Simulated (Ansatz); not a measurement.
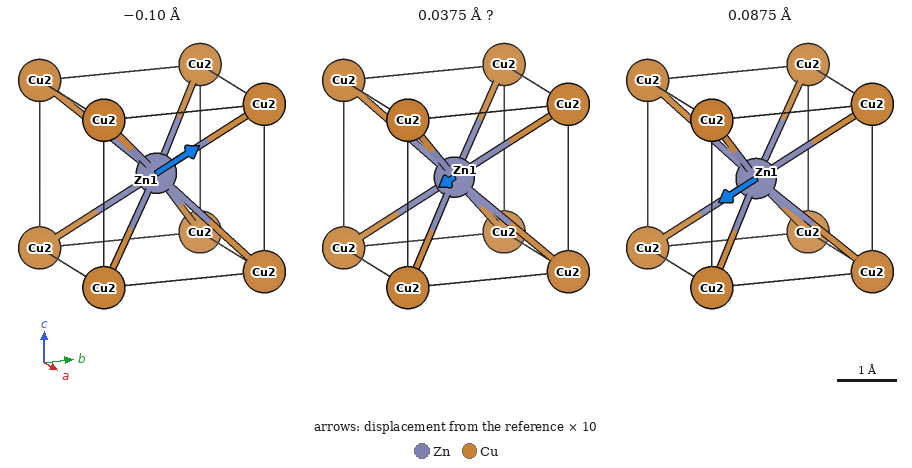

Energy scan for a crystal of ZnCu (Pm-3m), in which the whole Zn sublattice is shifted rigidly, towards the nearest copy of atom 2 (Cu) at 2.550 Å, all else fixed. The picture is a ball-and-stick view of the cell of the calculation, seen slightly off an axis. Blue arrows: displacements from the reference.

These are results of DFT PBE, scalar-relativistic, plane waves, PAW (Ansatz), not measurements. Settings: plane-wave cutoff 420 eV; k-point mesh 16 × 16 × 16; occupations gaussian; smearing width 0.15 eV; no spin polarisation. Energies (free energies at the smearing named) are counted from the cell as listed in its source, which wasn't relaxed.

| displacement (Å) | E − E(ref) (meV/cell) |
| --- | --- |
| −0.1000 | 24.4 |
| −0.0500 | 6.0 |
| 0.0000 | 0.0 |
| 0.0125 | 0.4 |
| 0.0250 | 1.5 |
| 0.0375 | ? |
| 0.0625 | 9.4 |
| 0.0750 | 13.6 |
| 0.0875 | 18.6 |

Fill in the missing row.

A straight line between the two neighbours gives 4.1 meV/cell. A cubic through the four nearest rows (0.0125, 0.0250, 0.0625, 0.0750) gives, with Lagrange weights, (−0.3000)(0.4) + (1.0000)(1.5) + (0.5000)(9.4) + (−0.2000)(13.6) = 3.4 meV/cell. The calculation gives 3.4 meV/cell, so the cubic is right to the digits shown and the straight line 0.7 meV/cell too high, as the curve bends upwards here.

The whole profile:

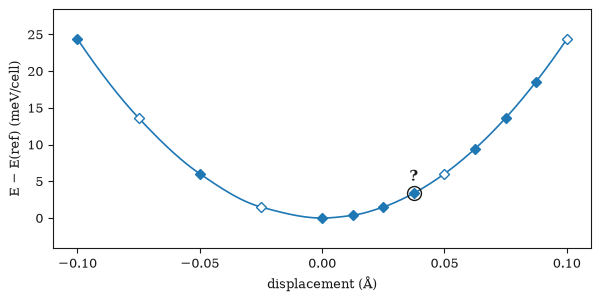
